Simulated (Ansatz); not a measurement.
**Run report: Ge, single-point calculation**

System: Ge (slab, 4 atoms in the cell).
Method: DFT PBE, scalar-relativistic, plane waves, PAW, PAW set soft_1, no spin polarisation (Ansatz 0.2.0).

The structure derives from an entry of the Crystallography Open Database. Figures and captions count atoms from 1; the log counts them from 0 in places.

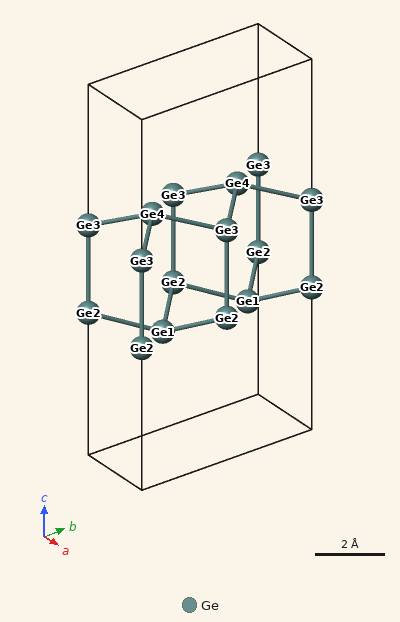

**Figure 1.** The structure (ball-and-stick view of the 1 × 2 repeat of the cell, with the vacuum cut short, seen slightly off an axis; atoms are numbered from 1 in the order of the input). An atom can appear more than once, as a periodic image.

## Input file
```yaml
crystal:
  lattice:
    - [4.0740542171, 0.0, 0.0]
    - [-2.0370271085, 3.5282344484, 0.0]
    - [0.0, 0.0, 19.7403205846]
  atoms:
    - { symbol: Ge, position: [0.3333333333, 0.6666666667, 0.2026309544] }
    - { symbol: Ge, position: [0.0, 0.0, 0.24475858] }
    - { symbol: Ge, position: [0.0, 0.0, 0.3792011874] }
    - { symbol: Ge, position: [0.6666666667, 0.3333333333, 0.4174360061] }
basis:
  ecutwfc: 420
kpoints:
  mp_grid: { grid: [9, 9, 1] }
hamiltonian:
  xc: pbe
  pseudopotentials: { kind: paw, azcp: { folder: soft_1 } }
scf:
  occupations: { method: gaussian, width: 0.1 }
output:
  forces: true
  eigenvalues: true
efield:
  axis: 3
  dipole_correction: true
  ramp_width: 0.04
```

Launched with:
```bash
ansatz run input.yaml --threads 2 --pin off --max-ram 6144MiB --backend cpu --events-out ev --progress --plain --runs-dir out
```

## What the program printed
```
Engine: ansatz 0.2.0, aarch64-unknown-linux-gnu
Pseudopotentials: kind: paw
Pseudopotential: Ge, paw, valence charge 14, recommended cutoff 420 eV (normal), [file]
Functional definition: PBE
  parameter kappa = 0.804
  parameter beta = 0.06672455060314922
  exchange = pbe_x(kappa = kappa, mu = beta*pi^2/3)
  correlation = pbe_c(beta = beta)
Crystal: 4 atoms, lattice volume = 283.752 Å³
Basis set: ecut = 420 eV, 5537 PW (Γ), exchange–correlation on 60×60×270 points (8 copies of the dense FFT grid, shifted against one another)
Bands: 34, of which v1, the nominal top of the filled ones, is band 28 counted from 1 (27 counted from 0)
Symmetry: 6 space group operations
Space group: P3m1 (ITA 156), of the structure as read, at distance tolerance 6.6e-5 Å
k-points: 12 of 81 (time reversal used)
Non-local potential: Ge, projectors of the file, l = 0: 2, l = 1: 2, l = 2: 3, l = 3: 1
PAW form: soft (Blöchl's): semilocal exchange-correlation on the pseudo side does not see the compensation charge
PAW one-centre angular grid: Ge, 590 points (default); XC on 64 Gauss nodes
Initial density: superposition of atomic densities (neutral atoms: chi_scale 0, normalization atom)
Initial wavefunctions: pseudopotential atomic-orbital guess
Functional: x = pbe(κ = 0.804, μ = 0.2195149727645171), c = pbe(β = 0.06672455060314922)
iter 1 solved again at ethr=1.84e-3 eV; its pass at ethr=3.10e-3 eV (dr2=1.03e0 eV) is discarded
SCF iter   1: F=—  HF=-17178.646777 eV  |F-HF|=—  |Δ(HF+E_count)|=         —  Δρ=1.72e-2  dr2=1.04e0  ethr=1.84e-3  p=0.000 e·Å  D=1.88e-6 V/Å  ΔV_dip=-0.00 eV  dr2_dipole=1.71e-2  V_vac-E_F(+/−)=5.78/5.78 eV  ⟨swp⟩=1.0  Hψ=2223  notcnv=0
efield: sawtooth ramp at fractional position 0.7900 (placed from the atoms, in the widest stretch of the axis that holds none; the zero of the levels goes with the place), width 0.0400; the density the first Hamiltonian is built on has a dipole p = 0.000 e·Å; the dipole correction subtracts the counter field D = 1.88e-6 V/Å, which shifts the + side's vacuum level by -0.00 eV against the − side's; the planar-averaged density in the ramp window peaks in size at 1.3e-6 e/Å³
preconditioner: auto → LDOS  [metal: Δε(μ)=0.056 eV  Ē_g=21.920 eV  σ=0.100 eV  W_gap=0.31  n_scr=54 (ndim 8)  ℏωp=16.5 eV  f_vac=0.598  D(μ)=0.58/eV (n_scr^D=2)  β→1.0]
SCF iter   2: F=—  HF=-17178.543258 eV  |F-HF|=—  |Δ(HF+E_count)|=   1.04e-1  Δρ=5.65e-3  dr2=5.63e-1  ethr=1.84e-3  p=0.029 e·Å  D=1.85e-2 V/Å  ΔV_dip=-0.36 eV  dr2_dipole=1.29e-1  V_vac-E_F(+/−)=3.92/4.28 eV  ⟨swp⟩=4.0  Hψ=905  notcnv=0  defer=10
SCF iter   3: F=—  HF=-17178.498653 eV  |F-HF|=—  |Δ(HF+E_count)|=   4.46e-2  Δρ=3.53e-3  dr2=3.72e-1  ethr=1.01e-3  p=-0.024 e·Å  D=-1.50e-2 V/Å  ΔV_dip=0.30 eV  dr2_dipole=1.47e-1  V_vac-E_F(+/−)=4.87/4.58 eV  ⟨swp⟩=3.5  Hψ=631  notcnv=0  defer=16
SCF iter   4: F=—  HF=-17178.481429 eV  |F-HF|=—  |Δ(HF+E_count)|=   1.72e-2  Δρ=1.78e-3  dr2=6.09e-2  ethr=6.64e-4  p=0.014 e·Å  D=8.82e-3 V/Å  ΔV_dip=-0.17 eV  dr2_dipole=7.65e-3  V_vac-E_F(+/−)=4.65/4.82 eV  ⟨swp⟩=2.3  Hψ=479  notcnv=0  defer=14
SCF iter   5: F=—  HF=-17178.472762 eV  |F-HF|=—  |Δ(HF+E_count)|=   8.67e-3  Δρ=7.48e-4  dr2=7.83e-3  ethr=1.09e-4  p=0.010 e·Å  D=6.13e-3 V/Å  ΔV_dip=-0.12 eV  dr2_dipole=1.78e-3  V_vac-E_F(+/−)=4.58/4.71 eV  ⟨swp⟩=2.0  Hψ=454  notcnv=0  defer=14
SCF iter   6: F=—  HF=-17178.471527 eV  |F-HF|=—  |Δ(HF+E_count)|=   1.24e-3  Δρ=1.97e-4  dr2=6.04e-4  ethr=1.40e-5  p=0.007 e·Å  D=4.21e-3 V/Å  ΔV_dip=-0.08 eV  dr2_dipole=1.18e-4  V_vac-E_F(+/−)=4.56/4.65 eV  ⟨swp⟩=2.0  Hψ=432  notcnv=0  defer=14
SCF iter   7: F=—  HF=-17178.471472 eV  |F-HF|=—  |Δ(HF+E_count)|=   5.43e-5  Δρ=3.12e-5  dr2=1.00e-5  ethr=1.08e-6  p=0.006 e·Å  D=3.86e-3 V/Å  ΔV_dip=-0.08 eV  dr2_dipole=1.63e-6  V_vac-E_F(+/−)=4.55/4.63 eV  ⟨swp⟩=2.1  Hψ=461  notcnv=0  defer=13
SCF iter   8: F=—  HF=-17178.471500 eV  |F-HF|=—  |Δ(HF+E_count)|=   2.82e-5  Δρ=8.98e-6  dr2=3.35e-7  ethr=1.79e-8  p=0.006 e·Å  D=3.82e-3 V/Å  ΔV_dip=-0.08 eV  dr2_dipole=2.34e-8  V_vac-E_F(+/−)=4.55/4.62 eV  ⟨swp⟩=2.1  Hψ=751  notcnv=0  defer=12
SCF iter   9: F=-17178.471500 eV  HF=-17178.471501 eV  |F-HF|=4.04e-9  |Δ(HF+E_count)|=   9.82e-8  Δρ=2.27e-6  dr2=2.41e-8  ethr=1.79e-10  p=0.006 e·Å  D=3.81e-3 V/Å  ΔV_dip=-0.08 eV  dr2_dipole=1.13e-9  V_vac-E_F(+/−)=4.55/4.62 eV  ⟨swp⟩=13.8  Hψ=2060  notcnv=0
SCF 1 converged in 9 iterations: F = -17178.471500 eV  dr2 = 2.41e-8
  greatest PAW one-centre occupation: 0.998 electrons in one spin orbital (limit 2), on the Ge atom at site 0 (counted from 0), in its partial waves of l = 2
```

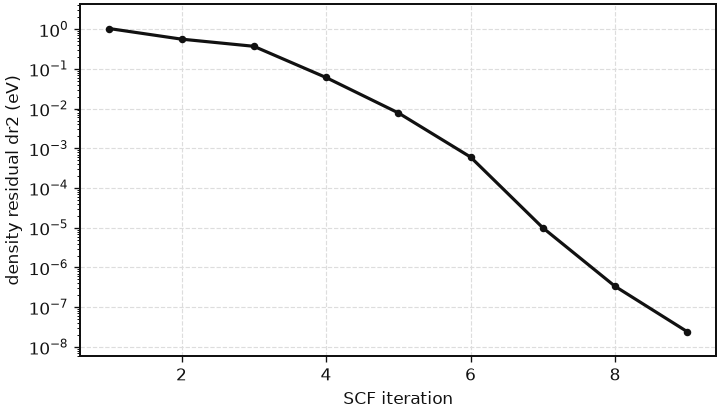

**Figure 2.** Convergence of the self-consistent field: density residual dr2 against the SCF iteration. The residual falls at every step.

```
SCF converged after 9 iterations
Free energy (F): -17178.471500 eV
Harris-Foulkes:  -17178.471501 eV  (|F-HF|=4.04e-9)
Internal energy: -17178.468464 eV  (E = F + TS)
E sigma→0 (E₀):  -17178.469982 eV
Entropy (-TS):   -0.003036 eV (-0.759 meV/atom)
Fermi energy:    -0.526519 eV
Dipole field:    D = 0.003775 V/Å  (p = 0.005920 e·Å, saw-weighted, corrected)
Work function:   Φ+ = 4.5466 eV   Φ− = 4.6212 eV
Levels:          The Fermi level and band energies are counted from a zero that moves with the ramp; work functions are not
--- Per-component energies (eV) ---
  E_band       = -1076.182976
  E_kinetic    = 365.686363
  E_local      = -39392.633739  (includes V_loc(G=0)·N_el)
  E_nonlocal   = 863.795076
  E_hartree    = 19247.615950
  E_xc         = -284.282192
  E_vxc        = -256.749801  (∫ρ·V_xc dr)
  E_paw        = -8045.188711  (= ΣΔE_a)
  E_vpaw       = -1151.498867  (= ΣTr[D̂ρ^β])
  E_aug_tail   = 0.000069  (compensation charges beyond the density's cutoff)
  E_efield     = 0.000011  (sawtooth field / dipole correction)
  E_vefield    = -0.004039  (∫n·V_field dr)
  E_ewald      = 10066.538709
  E_smearing   = -0.003036  (= −TS)
  E_closure    = -0.000000  (closes the sum)
  Σ components = -17178.471500   (vs F -17178.471500, Δ=0.00e0)
--- Forces (eV/Å), atoms counted from 1 ---
  atom   1  Ge     0.00000000    -0.00000000     0.27988549
  atom   2  Ge    -0.00000000    -0.00000000    -0.28205401
  atom   3  Ge     0.00000000     0.00000000    -0.00693934
  atom   4  Ge     0.00000000    -0.00000000     0.00912921
  max |Σ_I F_I| component: 2.13e-5 eV/Å
--- Band table (eV; the first three rows and the last of 12) ---
  k-point 0: bands = ["-24.9640", "-24.9640", "-24.9465", "-24.9147", "-24.9147", "-24.8324", "-24.8322", "-24.8322", "-24.7784", "-24.7784", "-24.7708", "-24.7367", "-24.7367", "-24.7013", "-24.7013", "-24.6964", "-24.6060", "-24.6060", "-24.5699", "-24.5699", "-11.9430", "-11.0912", "-5.6996", "-2.8051", "-1.0836", "-1.0836", "-0.4925", "-0.4925", "-0.0426", "0.5070", "1.1439", "3.1099", "3.1099", "3.5736"]
  k-point 1: bands = ["-24.9702", "-24.9666", "-24.9470", "-24.9102", "-24.9079", "-24.8335", "-24.8333", "-24.8287", "-24.7827", "-24.7749", "-24.7649", "-24.7459", "-24.7446", "-24.6964", "-24.6929", "-24.6926", "-24.6142", "-24.6136", "-24.5672", "-24.5630", "-11.8142", "-10.9607", "-5.7398", "-3.2179", "-2.2473", "-1.3539", "-1.3071", "-0.7243", "0.9550", "1.1505", "1.5450", "2.9660", "3.4765", "3.5256"]
  k-point 2: bands = ["-24.9789", "-24.9711", "-24.9502", "-24.9011", "-24.8970", "-24.8350", "-24.8344", "-24.8193", "-24.7886", "-24.7690", "-24.7648", "-24.7590", "-24.7498", "-24.6916", "-24.6818", "-24.6785", "-24.6291", "-24.6279", "-24.5656", "-24.5515", "-11.4349", "-10.5762", "-6.0843", "-4.5391", "-3.2388", "-1.8734", "-1.4602", "-1.2066", "0.5174", "1.5187", "1.8053", "3.6011", "4.1703", "4.2694"]
  k-point 11: bands = ["-24.9910", "-24.9838", "-24.9577", "-24.8881", "-24.8548", "-24.8419", "-24.8327", "-24.8170", "-24.7983", "-24.7764", "-24.7658", "-24.7461", "-24.7443", "-24.7178", "-24.6652", "-24.6414", "-24.6372", "-24.6343", "-24.6199", "-24.5156", "-9.4431", "-8.5976", "-8.3915", "-7.9307", "-4.0914", "-3.8628", "-2.4424", "-0.6036", "-0.5938", "2.1173", "3.7555", "3.7853", "5.5750", "5.5811"]
```

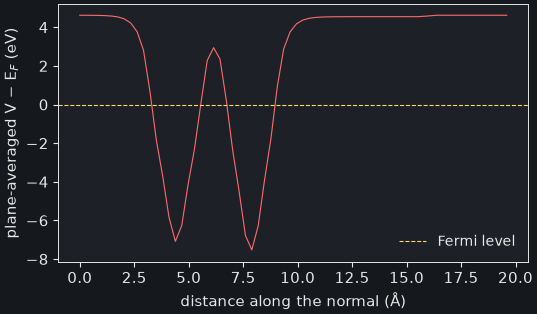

**Figure 3.** Plane average of the electrostatic potential energy of an electron across the cell, from the Fermi level. The vacuum level lies 4.55 eV above the Fermi level on the upper side and 4.62 eV on the lower.

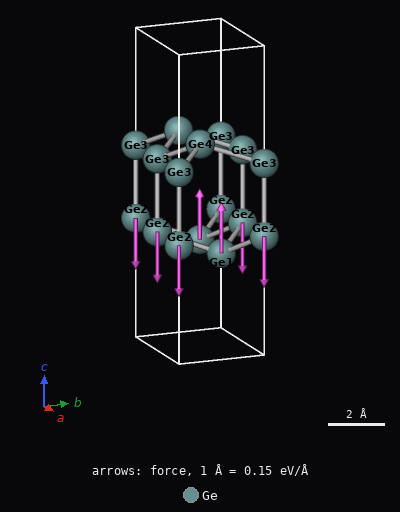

**Figure 4.** Forces on the atoms as pink arrows (ball-and-stick view of the 2 × 1 repeat of the cell, with the vacuum cut short, seen slightly off an axis; atoms are numbered from 1 in the order of the input); the smallest are left out. The largest act on Ge1, Ge2 (0.28 eV/Å). The geometry is not a stationary point of this energy.

## Results in brief

| quantity | value |
| --- | --- |
| outcome | converged |
| electrons treated | 56 |
| free energy | −17178.4715 eV |
| work function, top face | 4.55 eV |
| work function, bottom face | 4.62 eV |
| Fermi energy | −0.527 eV |
| gap on the k-point mesh | none (metallic) |
| work function (upper face) | 4.55 eV |
| largest force (length of the vector) | 0.282 eV/Å |
| hardware | 2 threads of Arm Neoverse N1, 98 GiB of memory available, shared host |
| wall time | 9.1 s (CPU time 17 s) |
| peak memory | 0.46 GiB |
